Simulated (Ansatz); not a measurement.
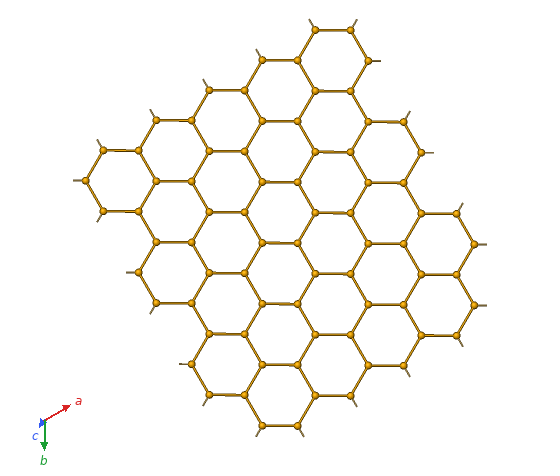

The picture shows a finite piece of the underlying net of a crystal structure, nodes on the atoms' positions. Nodes are coloured by topological kind. One layer is drawn. Edges to nodes outside the piece are drawn as stubs.

What net is this?

Answer. A uninodal 3-connected, two-periodic (layers) net. It is the hcb net, known from graphene.

Give point symbol and coordination sequence.

Answer. 6^3, sequence 3, 6, 9, 12.

Where the net comes from. The compound is BP (space group P6_3/mmc, No. 194), taken as coordinates from a relaxation with DFT, r2SCAN, plane waves, PAW in Ansatz; the starting structure was generated, so it need not be a known form of this composition. Bonds are taken as B–P below 2.1 Å. Atoms with one bond or none are removed and atoms with two bonds are replaced by edges, until no such atom is left. B and P are 3-connected nodes.
